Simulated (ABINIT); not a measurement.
# Geometry relaxation of Ge (part 1 of 4)

- system: Ge (P6₃/mmc, 4 atoms in the cell)
- method: Kohn-Sham DFT of a periodic cell, PBEsol, PseudoDojo NC SR PBEsol v0.4.1 standard, no spin polarisation (ABINIT 10.8.3)

The structure derives from a Materials Project entry.

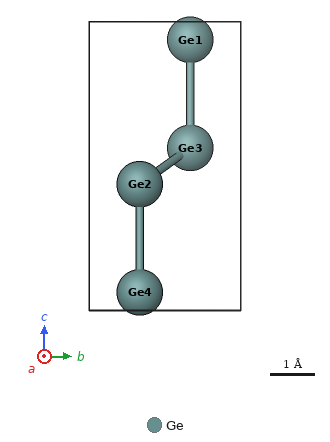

The input geometry (ball-and-stick view of the cell of the calculation, along the a axis; atoms are numbered from 1 in the order of the input). An atom can appear more than once, as a periodic image. Near neighbours in the periodic cell (some may lie outside the picture): Ge has 4 Ge at 2.45 to 2.47 Å.

**The input**
```
# Pseudopotentials
pp_dirpath "./"
pseudos "Ge.upf"

# Structure
acell 3*1.0
rprim
     7.5543424031     0.0000000000     0.0000000000
    -3.7771712017     6.5422524301     0.0000000000
     0.0000000000     0.0000000000    12.4710169184
ntypat 1
znucl 32
natom 4
typat 1 1 1 1
chkprim 0
chksymtnons 0
tolsym 1.0e-6
xred
            1/3            2/3   0.9370987500
            2/3            1/3   0.4370987500
            1/3            2/3   0.5629012500
            2/3            1/3   0.0629012500

# Plane-wave basis
ecut 39.0
ecutsm 0.5

# k points
kptopt 1
ngkpt 6 6 3
nshiftk 1
shiftk 0.0 0.0 0.0

# Exchange and correlation
ixc -116133

# Bands and occupations
nband 34
occopt 3
tsmear 0.00183747

# SCF cycle
nstep 80
tolvrs 1.0e-12

# Output
iomode 3
prteig 0
prtebands 0
prtwf 0
prtden 0

# Relaxation
ionmov 2
optcell 2
ntime 50
tolmxf 2.0e-5
dilatmx 1.08
```

Machine: 4 threads of Arm Neoverse V2, 24 GiB of memory available, shared host.

Launched with:
```bash
mpirun --bind-to none -np 4 abinit run.abi > log 2>&1
```

**Output**
```
.Version 10.8.3 of ABINIT
 Symmetries : space group P6_3/m m c (#194); Bravais hP (primitive hexag.)
================================================================================
 Values of the parameters that define the memory need of the present run
     intxc =       0    ionmov =       2      iscf =       7    lmnmax =       6
     lnmax =       6     mgfft =      80  mpssoang =       3    mqgrid =    3787
     natom =       4  nloc_mem =       1    nspden =       1   nspinor =       1
    nsppol =       1      nsym =      24    n1xccc =    2501    ntypat =       1
    occopt =       3   xclevel =       2
       mpw =        9049          nfft =      184320          nkpt =          14
================================================================================
================================================================================

--------------------------------------------------------------------------------
------------- Echo of variables that govern the present computation ------------
--------------------------------------------------------------------------------
 -outvars: echo values of preprocessed input variables --------
            acell      1.0000000000E+00  1.0000000000E+00  1.0000000000E+00 Bohr
              amu      7.26100000E+01
          chkprim           0
      chksymtnons           0
          dilatmx      1.08000000E+00
             ecut      3.90000000E+01 Hartree
           ecutsm      5.00000000E-01 Hartree
           ionmov           2
              ixc     -116133
         kptrlatt        6    0    0      0    6    0      0    0    3
          kptrlen      3.74130508E+01
            natom           4
            nband          34
            ngfft          48      48      80
             nkpt          14
            nstep          80
             nsym          24
            ntime          50
           ntypat           1
           occopt           3
          optcell           2
           prtden           0
        prtebands           0
           prteig           0
            prtwf           0
            rprim      7.5543424031E+00  0.0000000000E+00  0.0000000000E+00
                      -3.7771712017E+00  6.5422524301E+00  0.0000000000E+00
                       0.0000000000E+00  0.0000000000E+00  1.2471016918E+01
          spgroup         194
           tolmxf      2.00000000E-05
           tolsym      1.00000000E-06
           tolvrs      1.00000000E-12
           tsmear      1.83747000E-03 Hartree
            typat      1  1  1  1
           xangst     -5.2917721069E-11  2.3080072611E+00  6.1842688235E+00
                       1.9987929202E+00  1.1540036305E+00  2.8845798508E+00
                      -5.2917721069E-11  2.3080072611E+00  3.7147980948E+00
                       1.9987929202E+00  1.1540036305E+00  4.1510912200E-01
            xcart     -1.0000000003E-10  4.3615016201E+00  1.1686574365E+01
                       3.7771712015E+00  2.1807508100E+00  5.4510659063E+00
                      -1.0000000003E-10  4.3615016201E+00  7.0199510121E+00
                       3.7771712015E+00  2.1807508100E+00  7.8444255294E-01
             xred      3.3333333333E-01  6.6666666667E-01  9.3709875000E-01
                       6.6666666667E-01  3.3333333333E-01  4.3709875000E-01
                       3.3333333333E-01  6.6666666667E-01  5.6290125000E-01
                       6.6666666667E-01  3.3333333333E-01  6.2901250000E-02
            znucl       32.00000

================================================================================

 chkinp: Checking input parameters for consistency.

================================================================================
== DATASET  1 ==================================================================

--- !DatasetInfo
iteration_state: {dtset: 1, }
dimensions: {natom: 4, nkpt: 14, mband: 34, nsppol: 1, nspinor: 1, nspden: 1, mpw: 9049, }
cutoff_energies: {ecut:  39.0, pawecutdg:  -1.0, }
electrons: {nelect:   5.60000000E+01, charge:   0.00000000E+00, occopt:   3.00000000E+00, tsmear:   1.83747000E-03, }
meta: {optdriver: 0, ionmov: 2, optcell: 2, iscf: 7, paral_kgb: 0, }
...

 Real(R)+Recip(G) space primitive vectors, cartesian coordinates (Bohr,Bohr^-1):
 R(1)=  7.5543424  0.0000000  0.0000000  G(1)=  0.1323742  0.0764263  0.0000000
 R(2)= -3.7771712  6.5422524  0.0000000  G(2)=  0.0000000  0.1528526  0.0000000
 R(3)=  0.0000000  0.0000000 12.4710169  G(3)=  0.0000000  0.0000000  0.0801859
 Unit cell volume ucvol=  6.1634777E+02 bohr^3
 Angles (23,13,12)=  9.00000000E+01  9.00000000E+01  1.20000000E+02 degrees

 getcut: wavevector=  0.0000  0.0000  0.0000  ngfft=  48  48  80
         ecut(hartree)=     45.490   => boxcut(ratio)=   2.09278

--- Pseudopotential description ------------------------------------------------
- pspini: atom type   1  psp file is ./Ge.upf
  32.00000  14.00000  180301                  znucl, zion, pspdat
12 -116133 2 -1 1560                          pspcod,pspxc,lmax,lloc,mmax
     nproj     2     2     2

   6.91432303E+03                                ecore*ucvol(ha*bohr**3)
--------------------------------------------------------------------------------

================================================================================

=== [ionmov= 2] Broyden-Fletcher-Goldfarb-Shanno method (forces)
================================================================================

--- Iteration: ( 1/50) Internal Cycle: (1/1)
--------------------------------------------------------------------------------

---SELF-CONSISTENT-FIELD CONVERGENCE--------------------------------------------

--- !BeginCycle
iteration_state: {dtset: 1, itime: 1, icycle: 1, }
solver: {iscf: 7, nstep: 80, nline: 4, wfoptalg: 0, }
tolerances: {tolvrs: 1.00E-12, }
...

     iter   Etot(hartree)      deltaE(h)  residm     vres2
 ETOT  1  -351.87423366504    -3.519E+02 7.982E-01 8.133E+02
 ETOT  2  -356.61145616984    -4.737E+00 3.383E-02 1.138E+03
 ETOT  3  -356.76945010368    -1.580E-01 1.706E-02 2.560E+02
 ETOT  4  -356.77914167452    -9.692E-03 5.484E-03 1.857E+02
 ETOT  5  -356.80115876266    -2.202E-02 3.394E-03 1.112E+01
 ETOT  6  -356.80246811430    -1.309E-03 6.409E-04 5.095E-01
 ETOT  7  -356.80252849691    -6.038E-05 1.624E-04 2.635E-03
 ETOT  8  -356.80252888520    -3.883E-07 8.829E-05 1.582E-04
 ETOT  9  -356.80252890449    -1.929E-08 2.812E-05 1.293E-06
 ETOT 10  -356.80252890456    -7.321E-11 3.719E-05 3.816E-08
 ETOT 11  -356.80252890458    -1.609E-11 2.486E-05 9.211E-10
 ETOT 12  -356.80252890456     1.893E-11 2.521E-05 2.139E-11
 ETOT 13  -356.80252890457    -8.697E-12 2.460E-05 5.787E-13

 At SCF step   13       vres2   =  5.79E-13 < tolvrs=  1.00E-12 =>converged.

 Cartesian components of stress tensor (hartree/bohr^3)
  sigma(1 1)= -1.04766803E-05  sigma(3 2)=  0.00000000E+00
  sigma(2 2)= -1.04766810E-05  sigma(3 1)=  0.00000000E+00
  sigma(3 3)=  7.62838836E-06  sigma(2 1)=  4.17077733E-13

--- !ResultsGS
iteration_state: {dtset: 1, itime: 1, icycle: 1, }
comment   : Summary of ground state results
lattice_vectors:
- [  7.5543424,   0.0000000,   0.0000000, ]
- [ -3.7771712,   6.5422524,   0.0000000, ]
- [  0.0000000,   0.0000000,  12.4710169, ]
lattice_lengths: [   7.55434,    7.55434,   12.47102, ]
lattice_angles: [ 90.000,  90.000, 120.000, ] # degrees, (23, 13, 12)
lattice_volume:   6.1634777E+02
convergence: {deltae: -8.697E-12, res2:  5.787E-13, residm:  2.460E-05, diffor: null, }
etotal    :  -3.56802529E+02
entropy   :   0.00000000E+00
fermie    :   1.43730195E-01
cartesian_stress_tensor: # hartree/bohr^3
- [ -1.04766803E-05,   4.17077733E-13,   0.00000000E+00, ]
- [  4.17077733E-13,  -1.04766810E-05,   0.00000000E+00, ]
- [  0.00000000E+00,   0.00000000E+00,   7.62838836E-06, ]
pressure_GPa:   1.3068E-01
xred      :
- [  3.3333E-01,   6.6667E-01,   9.3710E-01, Ge]
- [  6.6667E-01,   3.3333E-01,   4.3710E-01, Ge]
- [  3.3333E-01,   6.6667E-01,   5.6290E-01, Ge]
- [  6.6667E-01,   3.3333E-01,   6.2901E-02, Ge]
cartesian_forces: # hartree/bohr
- [  5.52476956E-28,  -9.98075928E-28,  -4.00420763E-04, ]
- [ -8.91091865E-29,   8.54023732E-28,  -4.00420763E-04, ]
- [ -1.01584473E-27,  -2.15049349E-27,   4.00420763E-04, ]
- [  5.52476956E-28,   2.29454569E-27,   4.00420763E-04, ]
force_length_stats: {min:   4.00420763E-04, max:   4.00420763E-04, mean:   4.00420763E-04, }
...

 Integrated electronic density in atomic spheres:
 ------------------------------------------------
 Atom  Sphere_radius  Integrated_density
    1        2.00000         11.56192155
    2        2.00000         11.56192155
    3        2.00000         11.56192155
    4        2.00000         11.56192155

---OUTPUT-----------------------------------------------------------------------

 Cartesian coordinates (xcart) [bohr]
 -1.00000000027715E-10  4.36150162006667E+00  1.16865743654615E+01
  3.77717120150000E+00  2.18075081003333E+00  5.45106590626149E+00
 -1.00000000027715E-10  4.36150162006667E+00  7.01995101213851E+00
  3.77717120150000E+00  2.18075081003333E+00  7.84442552938508E-01
 Reduced coordinates (xred)
  3.33333333333333E-01  6.66666666666667E-01  9.37098750000000E-01
  6.66666666666667E-01  3.33333333333333E-01  4.37098750000000E-01
  3.33333333333333E-01  6.66666666666667E-01  5.62901250000000E-01
  6.66666666666667E-01  3.33333333333333E-01  6.29012500000000E-02
 Cartesian forces (fcart) [Ha/bohr]; max,rms= 4.00421E-04 2.31183E-04 (free atoms)
  5.52476956058627E-28 -9.98075928104582E-28 -4.00420763290458E-04
 -8.91091864610688E-29  8.54023732304469E-28 -4.00420763290458E-04
 -1.01584472565618E-27 -2.15049349462644E-27  4.00420763290458E-04
  5.52476956058627E-28  2.29454569042655E-27  4.00420763290458E-04
 Gradient of E wrt nuclear positions in reduced coordinates (gred)
 -4.17360009588930E-27  8.61646471409404E-27  4.99365411347394E-03
  6.73161305788597E-28 -5.92381949093965E-27  4.99365411347394E-03
  7.67403888599000E-27  1.02320518479867E-26 -4.99365411347394E-03
 -4.17360009588930E-27 -1.29246970711411E-26 -4.99365411347394E-03
 Scale of Primitive Cell (acell) [bohr]
  1.00000000000000E+00  1.00000000000000E+00  1.00000000000000E+00
 Real space primitive translations (rprimd) [bohr]
  7.55434240310000E+00  0.00000000000000E+00  0.00000000000000E+00
 -3.77717120170000E+00  6.54225243010000E+00  0.00000000000000E+00
  0.00000000000000E+00  0.00000000000000E+00  1.24710169184000E+01
 Unitary Cell Volume (ucvol) [Bohr^3]=  6.16347772920900E+02
 Angles (23,13,12)= [degrees]
  9.00000000000000E+01  9.00000000000000E+01  1.20000000000494E+02
 Lengths [Bohr]
  7.55434240310000E+00  7.55434240328708E+00  1.24710169184000E+01
 Stress tensor in cartesian coordinates (strten) [Ha/bohr^3]
 -1.04766802550872E-05  4.17077733302833E-13  0.00000000000000E+00
  4.17077733302833E-13 -1.04766809747615E-05  0.00000000000000E+00
  0.00000000000000E+00  0.00000000000000E+00  7.62838836188690E-06
 Total energy (etotal) [Ha]= -3.56802528904566E+02

--- Iteration: ( 2/50) Internal Cycle: (1/1)
--------------------------------------------------------------------------------

---SELF-CONSISTENT-FIELD CONVERGENCE--------------------------------------------

--- !BeginCycle
iteration_state: {dtset: 1, itime: 2, icycle: 1, }
solver: {iscf: 7, nstep: 80, nline: 4, wfoptalg: 0, }
tolerances: {tolvrs: 1.00E-12, }
...

     iter   Etot(hartree)      deltaE(h)  residm     vres2
 ETOT  1  -356.80252058528    -3.568E+02 2.217E-05 1.539E-01
 ETOT  2  -356.80253282760    -1.224E-05 2.512E-05 7.277E-03
 ETOT  3  -356.80253374664    -9.190E-07 1.112E-05 1.951E-03
 ETOT  4  -356.80253395681    -2.102E-07 2.537E-05 1.218E-04
 ETOT  5  -356.80253396573    -8.924E-09 6.933E-06 4.929E-06
 ETOT  6  -356.80253396609    -3.558E-10 2.385E-05 2.662E-07
 ETOT  7  -356.80253396611    -1.950E-11 4.288E-06 1.142E-08
 ETOT  8  -356.80253396612    -9.322E-12 2.185E-05 2.562E-10
 ETOT  9  -356.80253396611     5.571E-12 3.862E-06 7.146E-12
 ETOT 10  -356.80253396613    -1.660E-11 1.964E-05 1.944E-13

 At SCF step   10       vres2   =  1.94E-13 < tolvrs=  1.00E-12 =>converged.

 Cartesian components of stress tensor (hartree/bohr^3)
  sigma(1 1)= -8.25800983E-06  sigma(3 2)=  0.00000000E+00
  sigma(2 2)= -8.25801055E-06  sigma(3 1)=  0.00000000E+00
  sigma(3 3)=  5.86517572E-06  sigma(2 1)=  4.16794136E-13

--- !ResultsGS
iteration_state: {dtset: 1, itime: 2, icycle: 1, }
comment   : Summary of ground state results
lattice_vectors:
- [  7.5567167,   0.0000000,   0.0000000, ]
- [ -3.7783584,   6.5443087,   0.0000000, ]
- [  0.0000000,   0.0000000,  12.4681629, ]
lattice_lengths: [   7.55672,    7.55672,   12.46816, ]
lattice_angles: [ 90.000,  90.000, 120.000, ] # degrees, (23, 13, 12)
lattice_volume:   6.1659413E+02
convergence: {deltae: -1.660E-11, res2:  1.944E-13, residm:  1.964E-05, diffor: null, }
etotal    :  -3.56802534E+02
entropy   :   0.00000000E+00
fermie    :   1.43563744E-01
cartesian_stress_tensor: # hartree/bohr^3
- [ -8.25800983E-06,   4.16794136E-13,   0.00000000E+00, ]
- [  4.16794136E-13,  -8.25801055E-06,   0.00000000E+00, ]
- [  0.00000000E+00,   0.00000000E+00,   5.86517572E-06, ]
pressure_GPa:   1.0445E-01
xred      :
- [  3.3333E-01,   6.6667E-01,   9.3707E-01, Ge]
- [  6.6667E-01,   3.3333E-01,   4.3707E-01, Ge]
- [  3.3333E-01,   6.6667E-01,   5.6293E-01, Ge]
- [  6.6667E-01,   3.3333E-01,   6.2933E-02, Ge]
cartesian_forces: # hartree/bohr
- [ -1.51438020E-27,  -2.27325232E-27,  -2.05333059E-04, ]
- [  9.79893070E-28,   3.19901118E-27,  -2.05333059E-04, ]
- [ -1.01552555E-27,   7.20034672E-29,   2.05333059E-04, ]
- [  1.55001267E-27,  -9.97762331E-28,   2.05333059E-04, ]
force_length_stats: {min:   2.05333059E-04, max:   2.05333059E-04, mean:   2.05333059E-04, }
...

 Integrated electronic density in atomic spheres:
 ------------------------------------------------
 Atom  Sphere_radius  Integrated_density
    1        2.00000         11.56508186
    2        2.00000         11.56508186
    3        2.00000         11.56508186
    4        2.00000         11.56508186

---OUTPUT-----------------------------------------------------------------------
```
